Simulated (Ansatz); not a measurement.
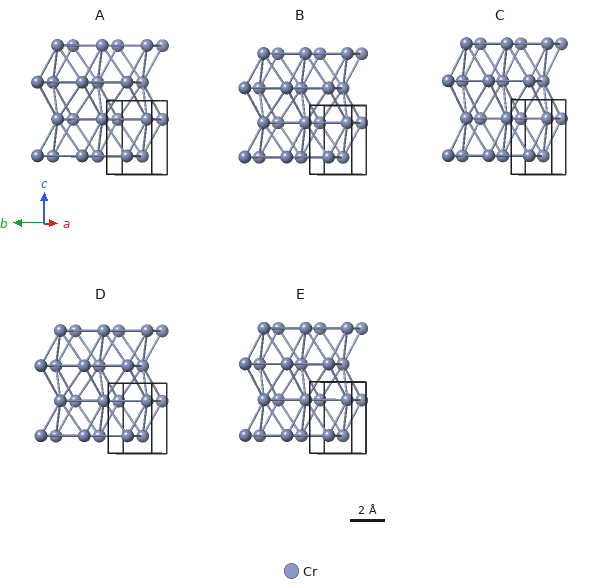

5 geometries from one relaxation of a crystal of Cr (set up in P6_3/mmc) (coarse preliminary run), in shuffled order. A ball-and-stick model of the cell of the calculation, repeated 2 × 3 × 2 with one cell outlined, seen from a free direction.

Level of theory: DFT r2SCAN, scalar-relativistic, plane waves, PAW (Ansatz 0.2.0). Set-up: plane-wave cutoff 500 eV; k-point mesh 12 × 12 × 4; occupations gaussian; smearing width 0.1 eV; collinear spin; cell and atoms relaxed; force threshold 0.05 eV/Å; at most 80 steps.

Q: Order the frames from highest to lowest energy.

A: A, D, B, E, C. They are steps 0, 1, 2, 4, 9, at +186 meV per atom, +79.9 meV per atom, +66.1 meV per atom, +47.4 meV per atom relative to the last. Over 7 accepted moves (9 points after the start) the energy falls by 186 meV per atom. All forces vanish by symmetry, so only the cell relaxes. The pressure goes from −16.15 to −0.07 GPa. The line search rejected the trial step at point 6 of the run. At 1 point the geometry stayed and the basis and grid were re-selected for the new cell (energy shift of 0.6 meV per atom at most each time). The atoms keep their places relative to the cell (all moves are under 0.005 Å). Cell: a = b 2.714 → 2.457 Å (−9.5 %), c 4.410 → 4.470 Å (+1.4 %). Volume −16.9 %. Among the contacts that change: Cr–Cr 2.714 → 2.457 Å, Cr–Cr 2.705 → 2.647 Å. The space group stays P6_3/mmc (No. 194). The program noted that the starting moments weren't kept.
